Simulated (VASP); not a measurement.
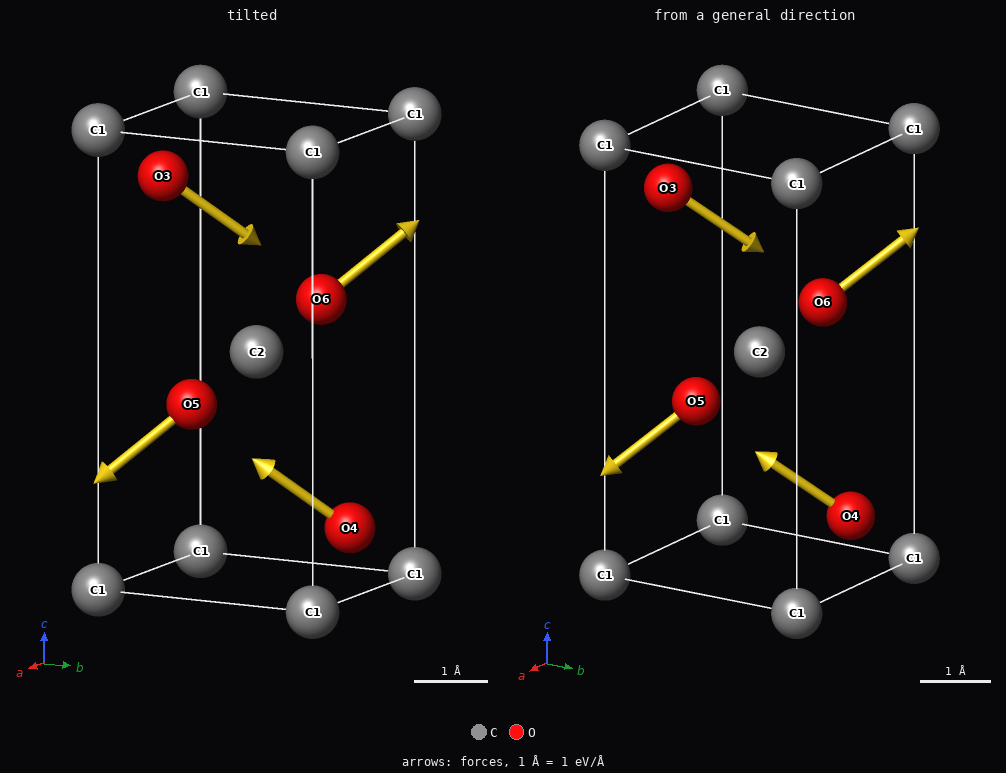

Spheres-only representation of a periodic structure, projected slightly off an axis and from a general direction. The frame is the simulation cell; atoms at its boundary are shown with their periodic copies. The arrows are the computed forces on the atoms.

System: CO$_{2}$. Results below were computed with DFT, PBE, plane waves, PAW (VASP); the settings were an energy cutoff of 520 eV, k-grid 8×8×4, Fermi-Dirac smearing of 0.02 eV.

Q: Do the forces show a relaxed structure?

A: No. The atoms still feel forces of up to about 1.4 eV/Å, far above a usual threshold of 0.01 to 0.03 eV/Å.

Q: Identify the atom with the maximum force.

A: All O atoms, about 1.4 eV/Å.

Provenance: a structure listed in the Materials Project. The cell was then strained or its atoms displaced on purpose. A calculation with VASP used it as input.
